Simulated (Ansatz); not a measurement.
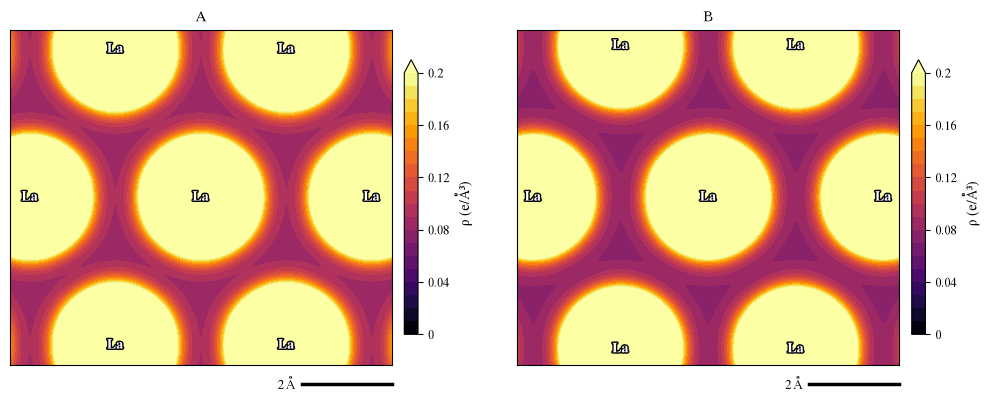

La. The valence electron density of two cells that differ in size, on the (111) plane of each (indices in the axes of the calculation cell), at one length scale and on one colour scale; one has 38.8 and the other 41.8 Å³ an atom.

These are results of DFT, PBE, plane waves (420 eV) with PAW, scalar-relativistic (Ansatz), not measurements.

In a PAW calculation such maps are meaningful between the atoms, not at the nuclei.

Which is the denser cell? Describe the effect of the change.

Panel A is the smaller cell, by 7 % in volume. From the larger cell to the smaller, La–La goes from 3.90 to 3.80 Å, and the density at its midpoint from 0.08 to 0.09 e/Å³; the pressure goes from −2.6 to −1.2 GPa.
